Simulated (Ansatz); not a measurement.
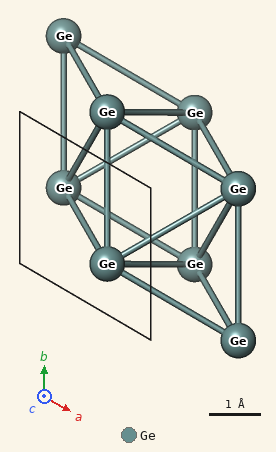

This is the input geometry for a relaxation of crystalline Ge (set up in Cmcm). Style: ball-and-stick. Shown: the cell of the calculation, repeated 2 × 2 × 1 with one cell outlined, along the c axis.

The run lets cell and atoms move.

These are results of Kohn-Sham DFT of a periodic cell, PBE with D4, Ansatz PAW in Ansatz, not measurements.

Input file:
```yaml
crystal:
  lattice:
    - [1.488052925, -2.59468961, 0.0]
    - [1.488052925, 2.59468961, 0.0]
    - [0.0, 0.0, 4.72759579]
  atoms:
    - { symbol: Ge, position: [0.33344663, 0.66655337, 0.25] }
    - { symbol: Ge, position: [0.66655337, 0.33344663, 0.75] }
hamiltonian:
  xc: pbe
  pseudopotentials: { kind: paw }
  dispersion: d4
kpoints:
  mp_grid: { grid: [10, 10, 6] }
scf:
  occupations: { method: fermi_dirac, width: 0.05 }
output:
  forces: true
  stress: true
  eigenvalues: true
  write_density: true
  write_potential: true
  elf: true
  volumetric_format: npy
relax:
  f_tol: 0.01
  max_steps: 40
  cell: { stress_tol: 0.05 }
```

Command:
```bash
ansatz run input.yaml --threads 2 --pin off --max-ram 5632MiB --backend cpu --events-out ev --progress --plain --runs-dir out
```

> Where does the relaxation end?

The largest moves relative to the cell, 0.82 Å, are those of Ge atoms. The drawn cell changes as follows: a = b 2.991 → 2.858 Å (−4.5 %), c 4.728 → 5.236 Å (+10.7 %), γ 120.3° → 120.0°; the volume changes by +1.4 %. Among the contacts that change: Ge–Ge 2.924 → 3.875 Å, Ge–Ge 2.928 → 2.618 Å, Ge–Ge 2.991 → 2.858 Å. Within 0.06 Å the space group is P6_3/mmc at the start and P6/mmm at the end; at a tighter tolerance small leftover displacements or strains of the cell lower it. The energy falls by 73.7 meV per atom in 20 accepted moves (25 points after the start). Largest force component: 0.00069 eV/Å at the start, under 0.0001 eV/Å at the end. The pressure goes from 1.04 to 0.00 GPa. The line search rejected the trial steps at points 12, 16, 18 of the run. At 2 points the geometry stayed and the basis and grid were re-selected for the new cell (energy shift of 0.8 meV per atom at most each time).

The end point in the same view:

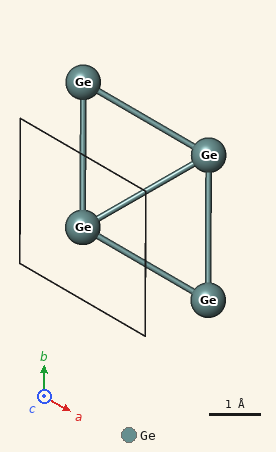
